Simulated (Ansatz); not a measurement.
**Run report: MgO, molecular dynamics (part 3 of 3)**

MgO (P6₃mc, 16 atoms in the cell); DFT, PBE, plane waves, PAW, no spin polarisation (Ansatz 0.2.0); cutoff 420 eV, 3×3×4 k-mesh, Fermi–Dirac smearing of 0.02 eV. The structure was built on a prototype by a generator. The geometry comes from this level: r2SCAN. It belongs to a series of runs on one base structure; here: NVT, Langevin thermostat at 200 K.

Geometry of the input (Å; fractional positions):
```
6.5764  0.0000  0.0000
-3.2882  5.6954  0.0000
0.0000  0.0000  5.0344
Mg 0.1667  0.3333  -0.0098
Mg 0.3333  0.1667  0.4902
O  0.1667  0.3333  0.3848
O  0.3333  0.1667  0.8848
Mg 0.1667  0.8333  -0.0098
Mg 0.3333  0.6667  0.4902
O  0.1667  0.8333  0.3848
O  0.3333  0.6667  0.8848
Mg 0.6667  0.3333  -0.0098
Mg 0.8333  0.1667  0.4902
O  0.6667  0.3333  0.3848
O  0.8333  0.1667  0.8848
Mg 0.6667  0.8333  -0.0098
Mg 0.8333  0.6667  0.4902
O  0.6667  0.8333  0.3848
O  0.8333  0.6667  0.8848
```

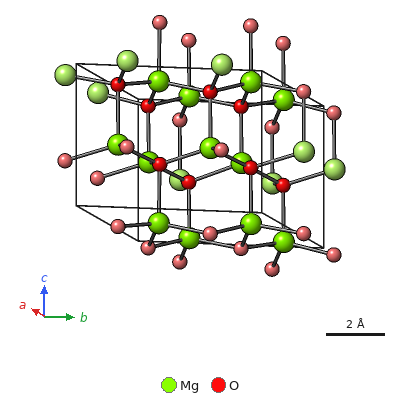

**Figure 1.** The geometry at step 16 of the log (ball-and-stick view of the cell of the calculation, seen at an oblique angle; neighbours outside the cell are drawn fainter).

### Trajectory as extended XYZ, continued
```
16
Lattice="6.5764 0.0000 0.0000 -3.2882 5.6954 0.0000 0.0000 0.0000 5.0344" Properties=species:S:1:pos:R:3:forces:R:3 step=11 time_fs=16.5 energy=-19951.61566 temperature=54.9
Mg    0.0234    1.9065   -0.0246   -0.4101  -0.3571  -0.1174
Mg    1.6649    0.9790    2.4115   -0.4764  -0.5305   0.7820
O     0.0234    1.8340    1.9564   -0.5576   0.9738  -0.0531
O     1.5933    0.9212    4.4259    0.7017   0.6384   0.1071
Mg   -1.6227    4.7955   -0.0498   -0.7025  -0.6479   0.0570
Mg   -0.0348    3.8121    2.4988    0.6920  -0.5833   0.0191
O    -1.5978    4.7753    1.9609   -0.4985  -0.1850  -0.3907
O    -0.0588    3.7720    4.5099    0.6285   0.3310  -0.3559
Mg    3.3011    1.9035   -0.0995   -0.6145  -0.0448   0.2913
Mg    4.9047    0.9567    2.4174    0.2996  -0.0931   0.6068
O     3.2445    1.9030    1.9866    0.8368   0.3600  -0.7788
O     4.9191    0.9676    4.5326    0.2163  -0.4437  -0.5746
Mg    1.6354    4.7213   -0.0234   -0.0984   0.2525  -0.2542
Mg    3.3019    3.8127    2.4186    0.1188   0.0837   0.4799
O     1.6670    4.7459    1.9648   -0.5792  -0.0973  -0.0930
O     3.2522    3.7804    4.4277    0.4437   0.3432   0.2746
16
Lattice="6.5764 0.0000 0.0000 -3.2882 5.6954 0.0000 0.0000 0.0000 5.0344" Properties=species:S:1:pos:R:3:forces:R:3 step=12 time_fs=18.0 energy=-19951.61135 temperature=57.0
Mg    0.0227    1.9052   -0.0257   -0.4287  -0.3574  -0.0984
Mg    1.6678    0.9782    2.4097   -0.5288  -0.4612   0.7695
O     0.0188    1.8361    1.9581   -0.4658   0.9272  -0.0532
O     1.5943    0.9214    4.4239    0.6803   0.6577   0.1113
Mg   -1.6213    4.7995   -0.0488   -0.7210  -0.7191   0.0512
Mg   -0.0337    3.8118    2.5011    0.6679  -0.5793   0.0137
O    -1.5980    4.7766    1.9618   -0.4617  -0.1848  -0.3983
O    -0.0585    3.7714    4.5147    0.6056   0.3368  -0.3928
Mg    3.2993    1.9023   -0.1041   -0.6082   0.0057   0.3175
Mg    4.9024    0.9584    2.4156    0.3104  -0.1436   0.6071
O     3.2465    1.9079    1.9852    0.7865   0.3001  -0.7787
O     4.9154    0.9649    4.5369    0.2564  -0.4334  -0.6086
Mg    1.6326    4.7209   -0.0221   -0.0530   0.2244  -0.2664
Mg    3.3033    3.8144    2.4163    0.1122   0.0890   0.4985
O     1.6672    4.7422    1.9640   -0.5956  -0.0335  -0.0706
O     3.2518    3.7795    4.4248    0.4435   0.3713   0.2985
16
Lattice="6.5764 0.0000 0.0000 -3.2882 5.6954 0.0000 0.0000 0.0000 5.0344" Properties=species:S:1:pos:R:3:forces:R:3 step=13 time_fs=19.5 energy=-19951.61625 temperature=67.6
Mg    0.0219    1.9031   -0.0270   -0.4459  -0.3456  -0.0775
Mg    1.6704    0.9780    2.4083   -0.5762  -0.3959   0.7465
O     0.0130    1.8395    1.9592   -0.3601   0.8599  -0.0453
O     1.5960    0.9212    4.4223    0.6478   0.6675   0.1130
Mg   -1.6207    4.8018   -0.0473   -0.7209  -0.7749   0.0420
Mg   -0.0318    3.8110    2.5042    0.6205  -0.5651  -0.0019
O    -1.5991    4.7775    1.9632   -0.4143  -0.1767  -0.4059
O    -0.0571    3.7708    4.5188    0.5682   0.3331  -0.4196
Mg    3.2966    1.9006   -0.1088   -0.5841   0.0562   0.3464
Mg    4.9000    0.9599    2.4152    0.3217  -0.1997   0.5954
O     3.2496    1.9131    1.9827    0.7153   0.2248  -0.7684
O     4.9117    0.9616    4.5410    0.2913  -0.4123  -0.6433
Mg    1.6301    4.7208   -0.0216   -0.0066   0.1884  -0.2647
Mg    3.3050    3.8151    2.4145    0.0918   0.1100   0.5073
O     1.6653    4.7374    1.9636   -0.5791   0.0387  -0.0548
O     3.2524    3.7788    4.4212    0.4308   0.3916   0.3308
16
Lattice="6.5764 0.0000 0.0000 -3.2882 5.6954 0.0000 0.0000 0.0000 5.0344" Properties=species:S:1:pos:R:3:forces:R:3 step=14 time_fs=21.0 energy=-19951.62984 temperature=83.0
Mg    0.0214    1.9002   -0.0284   -0.4589  -0.3179  -0.0587
Mg    1.6730    0.9780    2.4077   -0.6076  -0.3221   0.7108
O     0.0071    1.8448    1.9595   -0.2558   0.7661  -0.0253
O     1.5996    0.9220    4.4212    0.5972   0.6552   0.1126
Mg   -1.6208    4.8028   -0.0457   -0.7038  -0.8106   0.0294
Mg   -0.0293    3.8093    2.5078    0.5541  -0.5334  -0.0253
O    -1.6006    4.7786    1.9645   -0.3570  -0.1728  -0.4056
O    -0.0543    3.7705    4.5227    0.5155   0.3195  -0.4421
Mg    3.2940    1.8988   -0.1135   -0.5507   0.1163   0.3810
Mg    4.8972    0.9616    2.4162    0.3465  -0.2579   0.5720
O     3.2542    1.9188    1.9786    0.6172   0.1376  -0.7433
O     4.9082    0.9582    4.5448    0.3288  -0.3851  -0.6806
Mg    1.6276    4.7213   -0.0222    0.0417   0.1445  -0.2418
Mg    3.3069    3.8154    2.4134    0.0676   0.1394   0.5086
O     1.6626    4.7320    1.9643   -0.5463   0.1189  -0.0508
O     3.2540    3.7788    4.4181    0.4116   0.4022   0.3591
16
Lattice="6.5764 0.0000 0.0000 -3.2882 5.6954 0.0000 0.0000 0.0000 5.0344" Properties=species:S:1:pos:R:3:forces:R:3 step=15 time_fs=22.5 energy=-19951.65023 temperature=99.1
Mg    0.0205    1.8974   -0.0291   -0.4663  -0.2851  -0.0488
Mg    1.6755    0.9779    2.4079   -0.6323  -0.2350   0.6644
O     0.0006    1.8525    1.9593   -0.1489   0.6404   0.0046
O     1.6051    0.9245    4.4211    0.5212   0.6154   0.1037
Mg   -1.6209    4.8029   -0.0444   -0.6809  -0.8170   0.0149
Mg   -0.0262    3.8075    2.5112    0.4700  -0.4900  -0.0463
O    -1.6029    4.7803    1.9643   -0.2899  -0.1720  -0.3854
O    -0.0510    3.7706    4.5266    0.4615   0.2998  -0.4688
Mg    3.2912    1.8976   -0.1180   -0.5070   0.1808   0.4221
Mg    4.8943    0.9625    2.4181    0.3793  -0.3075   0.5432
O     3.2600    1.9239    1.9726    0.5005   0.0576  -0.6989
O     4.9041    0.9561    4.5469    0.3789  -0.3768  -0.7103
Mg    1.6255    4.7215   -0.0228    0.0835   0.1164  -0.2139
Mg    3.3093    3.8156    2.4130    0.0411   0.1596   0.5024
O     1.6597    4.7254    1.9655   -0.5022   0.2089  -0.0532
O     3.2562    3.7800    4.4162    0.3917   0.4046   0.3703
16
Lattice="6.5764 0.0000 0.0000 -3.2882 5.6954 0.0000 0.0000 0.0000 5.0344" Properties=species:S:1:pos:R:3:forces:R:3 step=16 time_fs=24.0 energy=-19951.67344 temperature=111.8
Mg    0.0191    1.8944   -0.0297   -0.4642  -0.2529  -0.0410
Mg    1.6775    0.9779    2.4080   -0.6480  -0.1482   0.6161
O    -0.0063    1.8617    1.9593   -0.0448   0.4967   0.0299
O     1.6122    0.9285    4.4215    0.4201   0.5440   0.0944
Mg   -1.6210    4.8013   -0.0436   -0.6520  -0.7840   0.0008
Mg   -0.0223    3.8056    2.5145    0.3678  -0.4401  -0.0658
O    -1.6056    4.7819    1.9635   -0.2187  -0.1733  -0.3573
O    -0.0474    3.7705    4.5299    0.4132   0.2808  -0.4922
Mg    3.2878    1.8976   -0.1226   -0.4441   0.2313   0.4679
Mg    4.8913    0.9625    2.4202    0.4152  -0.3438   0.5155
O     3.2666    1.9276    1.9659    0.3748  -0.0016  -0.6455
O     4.8998    0.9547    4.5480    0.4270  -0.3756  -0.7328
Mg    1.6240    4.7218   -0.0232    0.1159   0.0938  -0.1889
Mg    3.3116    3.8157    2.4134    0.0155   0.1679   0.4888
O     1.6563    4.7185    1.9668   -0.4410   0.2967  -0.0563
O     3.2596    3.7820    4.4157    0.3632   0.4083   0.3663
16
Lattice="6.5764 0.0000 0.0000 -3.2882 5.6954 0.0000 0.0000 0.0000 5.0344" Properties=species:S:1:pos:R:3:forces:R:3 step=17 time_fs=25.5 energy=-19951.69550 temperature=132.2
Mg    0.0177    1.8906   -0.0303   -0.4594  -0.2045  -0.0338
Mg    1.6785    0.9780    2.4085   -0.6419  -0.0671   0.5636
O    -0.0139    1.8713    1.9596    0.0588   0.3444   0.0467
O     1.6206    0.9333    4.4219    0.2989   0.4549   0.0849
Mg   -1.6212    4.7990   -0.0425   -0.6066  -0.7376  -0.0197
Mg   -0.0176    3.8031    2.5180    0.2509  -0.3788  -0.0873
O    -1.6080    4.7837    1.9620   -0.1542  -0.1768  -0.3198
O    -0.0430    3.7703    4.5320    0.3618   0.2552  -0.5028
Mg    3.2843    1.8985   -0.1276   -0.3647   0.2715   0.5218
Mg    4.8885    0.9621    2.4228    0.4428  -0.3737   0.4867
O     3.2735    1.9309    1.9589    0.2417  -0.0510  -0.5878
O     4.8958    0.9536    4.5485    0.4721  -0.3737  -0.7522
Mg    1.6230    4.7229   -0.0239    0.1426   0.0661  -0.1610
Mg    3.3138    3.8160    2.4140   -0.0046   0.1718   0.4722
O     1.6524    4.7116    1.9680   -0.3633   0.3806  -0.0626
O     3.2639    3.7844    4.4161    0.3251   0.4185   0.3509
16
Lattice="6.5764 0.0000 0.0000 -3.2882 5.6954 0.0000 0.0000 0.0000 5.0344" Properties=species:S:1:pos:R:3:forces:R:3 step=18 time_fs=27.0 energy=-19951.71435 temperature=144.7
Mg    0.0161    1.8855   -0.0309   -0.4488  -0.1288  -0.0303
Mg    1.6787    0.9778    2.4094   -0.6194   0.0174   0.5054
O    -0.0220    1.8815    1.9599    0.1619   0.1821   0.0567
O     1.6295    0.9381    4.4219    0.1651   0.3603   0.0769
Mg   -1.6222    4.7964   -0.0409   -0.5437  -0.6864  -0.0502
Mg   -0.0123    3.8004    2.5214    0.1283  -0.3110  -0.1054
O    -1.6099    4.7855    1.9594   -0.1000  -0.1780  -0.2724
O    -0.0384    3.7712    4.5333    0.3052   0.2063  -0.5026
Mg    3.2809    1.9001   -0.1331   -0.2771   0.3056   0.5801
Mg    4.8861    0.9616    2.4263    0.4583  -0.3969   0.4522
O     3.2804    1.9344    1.9513    0.1081  -0.1033  -0.5236
O     4.8921    0.9521    4.5481    0.5111  -0.3603  -0.7680
Mg    1.6221    4.7245   -0.0251    0.1605   0.0343  -0.1244
Mg    3.3162    3.8164    2.4139   -0.0314   0.1776   0.4592
O     1.6477    4.7057    1.9697   -0.2658   0.4576  -0.0778
O     3.2682    3.7875    4.4170    0.2877   0.4235   0.3241
16
Lattice="6.5764 0.0000 0.0000 -3.2882 5.6954 0.0000 0.0000 0.0000 5.0344" Properties=species:S:1:pos:R:3:forces:R:3 step=19 time_fs=28.5 energy=-19951.72806 temperature=155.5
Mg    0.0140    1.8796   -0.0314   -0.4284  -0.0387  -0.0270
Mg    1.6787    0.9776    2.4107   -0.5865   0.0956   0.4420
O    -0.0289    1.8917    1.9607    0.2375   0.0179   0.0550
O     1.6386    0.9440    4.4207    0.0215   0.2423   0.0801
Mg   -1.6239    4.7931   -0.0394   -0.4665  -0.6162  -0.0881
Mg   -0.0070    3.7980    2.5252    0.0108  -0.2421  -0.1282
O    -1.6115    4.7877    1.9555   -0.0558  -0.1831  -0.2138
O    -0.0334    3.7725    4.5337    0.2407   0.1482  -0.4921
Mg    3.2779    1.9016   -0.1386   -0.1859   0.3435   0.6398
Mg    4.8835    0.9612    2.4305    0.4838  -0.4162   0.4122
O     3.2876    1.9375    1.9430   -0.0219  -0.1471  -0.4571
O     4.8885    0.9498    4.5466    0.5475  -0.3303  -0.7792
Mg    1.6220    4.7266   -0.0269    0.1644  -0.0066  -0.0788
Mg    3.3189    3.8165    2.4133   -0.0660   0.1898   0.4463
O     1.6426    4.7007    1.9714   -0.1530   0.5244  -0.0957
O     3.2722    3.7911    4.4185    0.2577   0.4185   0.2847
16
Lattice="6.5764 0.0000 0.0000 -3.2882 5.6954 0.0000 0.0000 0.0000 5.0344" Properties=species:S:1:pos:R:3:forces:R:3 step=20 time_fs=30.0 energy=-19951.73392 temperature=165.8
Mg    0.0120    1.8736   -0.0316   -0.4058   0.0562  -0.0215
Mg    1.6783    0.9774    2.4125   -0.5487   0.1717   0.3736
O    -0.0351    1.9018    1.9622    0.2909  -0.1474   0.0422
O     1.6474    0.9507    4.4193   -0.1220   0.1053   0.0814
Mg   -1.6259    4.7889   -0.0386   -0.3764  -0.5350  -0.1267
Mg   -0.0024    3.7958    2.5292   -0.0993  -0.1747  -0.1565
O    -1.6134    4.7903    1.9501   -0.0152  -0.1937  -0.1424
O    -0.0272    3.7737    4.5330    0.1624   0.0956  -0.4700
Mg    3.2756    1.9015   -0.1440   -0.1039   0.4117   0.7004
Mg    4.8801    0.9609    2.4350    0.5233  -0.4355   0.3675
O     3.2946    1.9405    1.9340   -0.1486  -0.1899  -0.3864
O     4.8851    0.9478    4.5443    0.5898  -0.3049  -0.7865
Mg    1.6228    4.7290   -0.0294    0.1588  -0.0497  -0.0247
Mg    3.3215    3.8161    2.4128   -0.1055   0.2102   0.4287
O     1.6369    4.6960    1.9732   -0.0318   0.5918  -0.1194
O     3.2762    3.7954    4.4202    0.2320   0.3884   0.2403
```

### Summary

- outcome: finished
- mean temperature over the second half: 103 K
- trajectory: 20 steps, 30 fs
- ensemble: nvt_langevin
- temperature in the input: 200 K
- time step: 1.5 fs
- space group of the start (tolerance 0.01 Å): P6₃mc (186)
- electrons treated: 128
- potential energy (free energy of the electrons) (last step): −19951.7339 eV
- Fermi energy (last step): 6.826 eV
- largest force (length of the vector) (last step): 1.029 eV/Å
- wall time: 2.9 min (CPU time 11 min)
- peak memory: 0.8 GiB

So short a trajectory is not equilibrated. The logged temperature at the start can lie below the typed one, since it is counted over all degrees of freedom. The temperature stays far from the 200 K of the thermostat over the second half: the run isn't equilibrated.
